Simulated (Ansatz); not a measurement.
## Electronic structure of TiPbO3 (slab) in real space

Input

```
crystal:
  lattice:
    - [5.5427679635, 0.0, 0.0]
    - [-2.7713839818, 4.8001778637, 0.0]
    - [0.0, 0.0, 25.1827149549]
  atoms:
    - { symbol: Ti, position: [0.3333333333, 0.6666666667, 0.3072399576] }
    - { symbol: Pb, position: [0.6666666667, 0.3333333333, 0.3509275696] }
    - { symbol: O, position: [0.1608881043, 0.8391118957, 0.3284309267] }
    - { symbol: O, position: [0.6782237914, 0.8391118957, 0.3284309267] }
    - { symbol: O, position: [0.1608881043, 0.3217762086, 0.3284309267] }
    - { symbol: Ti, position: [0.0, 0.0, 0.3865783021] }
    - { symbol: Pb, position: [0.3333333333, 0.6666666667, 0.4442689122] }
    - { symbol: O, position: [0.8301179306, 0.1698820694, 0.420330662] }
    - { symbol: O, position: [0.3397641388, 0.1698820694, 0.420330662] }
    - { symbol: O, position: [0.8301179306, 0.6602358612, 0.420330662] }
    - { symbol: Ti, position: [0.6666666667, 0.3333333333, 0.4819056024] }
    - { symbol: Pb, position: [0.0, 0.0, 0.5396758236] }
    - { symbol: O, position: [0.4969149177, 0.5030850823, 0.5143095468] }
    - { symbol: O, position: [0.0061701645, 0.5030850823, 0.5143095468] }
    - { symbol: O, position: [0.4969149177, -0.0061701645, 0.5143095468] }
    - { symbol: Ti, position: [0.3333333333, 0.6666666667, 0.5752563242] }
    - { symbol: Pb, position: [0.6666666667, 0.3333333333, 0.6392263841] }
    - { symbol: O, position: [0.1669318335, 0.8330681665, 0.6097500901] }
    - { symbol: O, position: [0.6661363329, 0.8330681665, 0.6097500901] }
    - { symbol: O, position: [0.1669318335, 0.3338636671, 0.6097500901] }
    - { symbol: Ti, position: [0.0, 0.0, 0.6709935739] }
    - { symbol: Pb, position: [0.3333333333, 0.6666666667, 0.7123002457] }
    - { symbol: O, position: [0.8337895535, 0.1662104465, 0.7033749155] }
    - { symbol: O, position: [0.332420893, 0.1662104465, 0.7033749155] }
    - { symbol: O, position: [0.8337895535, 0.667579107, 0.7033749155] }
basis:
  ecutwfc: 420
kpoints:
  mp_grid: { grid: [6, 6, 1] }
  band_path:
    path:
      - [0.5, 0, 0]
      - [0, 0, 0]
      - [0.3333333333333, 0.3333333333333, 0]
      - [0.5, 0, 0]
    npoints: 12
hamiltonian:
  xc: pbesol
scf:
  occupations: { method: gaussian, width: 0.05 }
  n_extra_bands: 56
output:
  forces: true
  eigenvalues: true
  populations: true
  fatbands: true
  write_density: true
  write_potential: true
  elf: true
  volumetric_format: npy
efield:
  axis: 3
  dipole_correction: true
  ramp_width: 0.04
```

Run with:

```sh
ansatz run input.yaml --threads 4 --pin off --max-ram 9216MiB --backend cpu --events-out ev --progress --plain --runs-dir out
```

Built by placing these elements on a known structure type; computed without spin polarisation.

Method: DFT PBEsol, scalar-relativistic, plane waves, PAW (Ansatz 0.2.0).

Core electrons are frozen (PAW), and the valence fields are smoothed inside the atomic spheres.

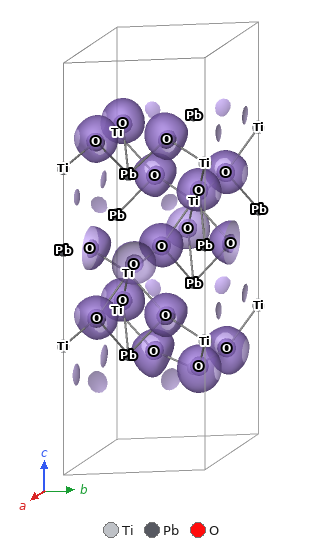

Figure 1. Isosurface of the ELF at 0.7 (purple), seen slightly off an axis. Core shells and regions of very low density are left out. Sticks mark near contacts.

**Describe the localisation domains.**

The surface consists of 15 regions wrapped around O (the valence shell of each), counted in one cell of 25 atoms. Counts are for one cell; the picture repeats the cell along the surface. Along the contacts the grid gives the following. Ti–O (1.74 Å): the ELF peaks at about 0.80 in the valence shell of O, 0.5 Å from its nucleus, and is about 0.30 at the midpoint; no shared electron pair shows on this line. Pb–O (2.28 Å): the ELF peaks at about 0.80 in the valence shell of O, 0.6 Å from its nucleus, and drops to about 0.20 between the two atoms.

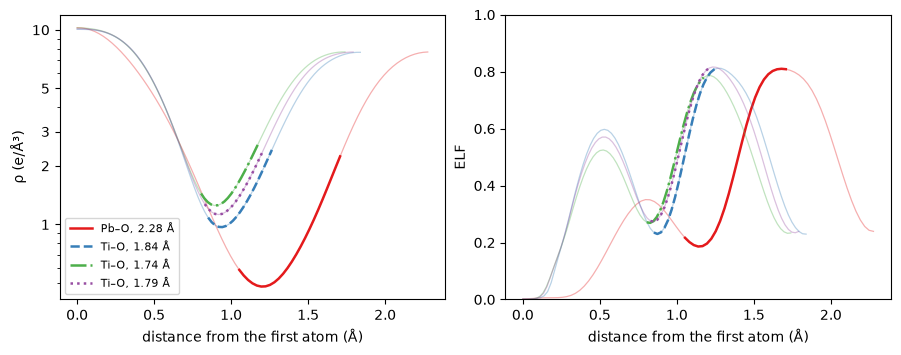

Figure 2. Valence pseudo-density and electron localisation function along straight lines between neighbouring atoms. Thin, pale parts lie inside the atomic spheres.

**Compare the contacts.**

Pb–O (2.28 Å): ρ is about 0.5 e/Å³ halfway; the ELF peaks at about 0.80 in the valence shell of O, 0.6 Å from its nucleus, and drops to about 0.20 between the two atoms.
Ti–O (1.84 Å): the density is about 0.97 e/Å³ at the midpoint; the ELF peaks at about 0.80 in the valence shell of O, 0.6 Å from its nucleus, and is about 0.25 at the midpoint (no localised pair shows between them).
Ti–O (1.74 Å): the density is about 1.3 e/Å³ at the midpoint; the ELF peaks at about 0.80 in the valence shell of O, 0.5 Å from its nucleus, and is about 0.30 at the midpoint (no localised pair shows between them).
Ti–O (1.79 Å): ρ is about 1.1 e/Å³ halfway; the ELF peaks at about 0.80 in the valence shell of O, 0.6 Å from its nucleus, and is about 0.30 at the midpoint; no shared electron pair shows on this line.

**Does the calculation make it a metal, or give it a gap?**

It is metallic or semimetallic at this level of theory: no gap opens.
